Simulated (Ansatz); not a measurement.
**Si: density, localisation and related maps**

Input

```
crystal:
  lattice:
    - [5.4695214896, 0.0, 0.0]
    - [0.0, 2.7347607448, -2.7347607448]
    - [0.0, 8.8879724207, 7.5205920483]
  atoms:
    - { symbol: Si, position: [0.5, -0.0624958333, 0.2499833333] }
    - { symbol: Si, position: [0.0, 0.3958375, 0.41665] }
    - { symbol: Si, position: [0.5, -0.1458291667, 0.5833166667] }
    - { symbol: Si, position: [0.0, 0.3125041667, 0.7499833333] }
    - { symbol: Si, position: [0.5, -0.2291625, 0.91665] }
    - { symbol: Si, position: [0.0, 0.4791708333, 0.0833166667] }
    - { symbol: Si, position: [0.75, -0.1041625, 0.41665] }
    - { symbol: Si, position: [0.25, 0.3541708333, 0.5833166667] }
    - { symbol: Si, position: [0.75, -0.1874958333, 0.7499833333] }
    - { symbol: Si, position: [0.25, 0.2708375, 0.91665] }
    - { symbol: Si, position: [0.75, -0.0208291667, 0.0833166667] }
    - { symbol: Si, position: [0.25, 0.4375041667, 0.2499833333] }
basis:
  ecutwfc: 420
kpoints:
  mp_grid: { grid: [5, 7, 3] }
hamiltonian:
  xc: pbe
  pseudopotentials: { kind: paw, azcp: { folder: soft_1 } }
scf:
  occupations: { method: gaussian, width: 0.05 }
output:
  forces: true
  stress: true
  eigenvalues: true
  write_density: true
  write_potential: true
  elf: true
  volumetric_format: npy
```

Run with:

```sh
ansatz run input.yaml --threads 2 --pin off --max-ram 4096MiB --backend cpu --events-out ev --progress --plain --runs-dir out
```

Below, planes, directions and counts refer to the conventional cell (a = 11.64 Å, b = 5.47 Å, c = 3.87 Å, α = 90.00°, β = 94.76°, γ = 90.00°).

Space group P2₁/c; not relaxed (largest force 1.1 eV/Å); PAW files of the earlier set (soft_1).

All numbers below come from DFT PBE, scalar-relativistic, plane waves, PAW in Ansatz.

Core electrons are frozen (PAW), and the valence fields are smoothed inside the atomic spheres.

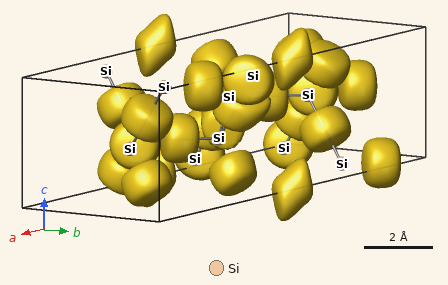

Figure 1. Isosurface of the electron localisation function at 0.75 (yellow), seen at an oblique angle. Only the valence region is drawn (cores and ρ < 0.01 e/Å³ removed). Sticks mark near contacts.

> Describe the localisation domains.

At this value the surface marks out 24 regions between bonded Si–Si atoms, counted in one cell of 12 atoms. Any copies at cell faces, edges or corners count once.


Si–Si (2.37 Å): the ELF peaks at about 0.95 between the atoms. Si–Si (2.56 Å): the ELF peaks at about 0.95 between the atoms.

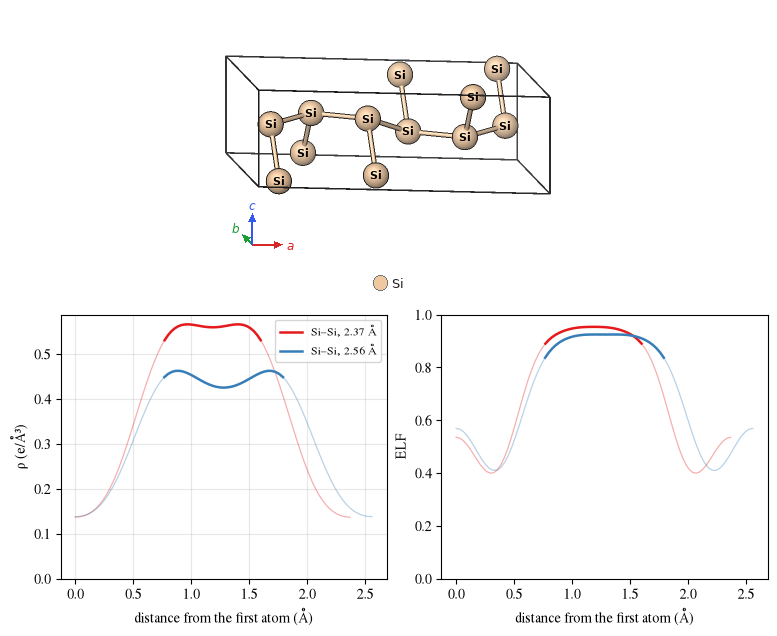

Figure 2. Valence charge density (pseudo) and ELF along straight lines between neighbouring atoms. Thin, pale parts lie inside the atomic spheres. The structure is drawn too.

> What can be read from the curves?

Si–Si (2.37 Å): the density is about 0.56 e/Å³ at the midpoint; the ELF peaks at about 0.95 between the atoms.
Si–Si (2.56 Å): the density is about 0.43 e/Å³ at the midpoint; the ELF peaks at about 0.95 between the atoms.

> Does the calculation give a band gap?

It is metallic or semimetallic at this level of theory: no gap opens.
